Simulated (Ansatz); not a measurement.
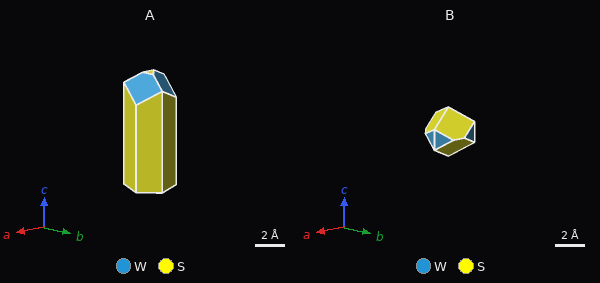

Computed Voronoi cells of the 2 sites of this structure, drawn to one scale and in one orientation; each face has the colour of the neighbour behind it.

WS2, space group P-6m2 (No. 187), a = 3.170 Å, b = 3.170 Å, c = 16.926 Å, α = 90.00°, β = 90.00°, γ = 120.00°

```
site  Wyckoff       x       y       z
   W       1c  0.3333  0.6667  0.0000
   S       2i  0.6667  0.3333  0.9077
```

Source: coordinates from a relaxation with DFT, r2SCAN+rVV10, plane waves, PAW (Ansatz).

Which cell belongs to which site?

Answer. A is S (11 faces above 1 % of the solid angle, 66.8 Å³, facing S 58 %, W 42 %); B is W (12 faces above 1 % of the solid angle, 13.7 Å³, mostly facing S).
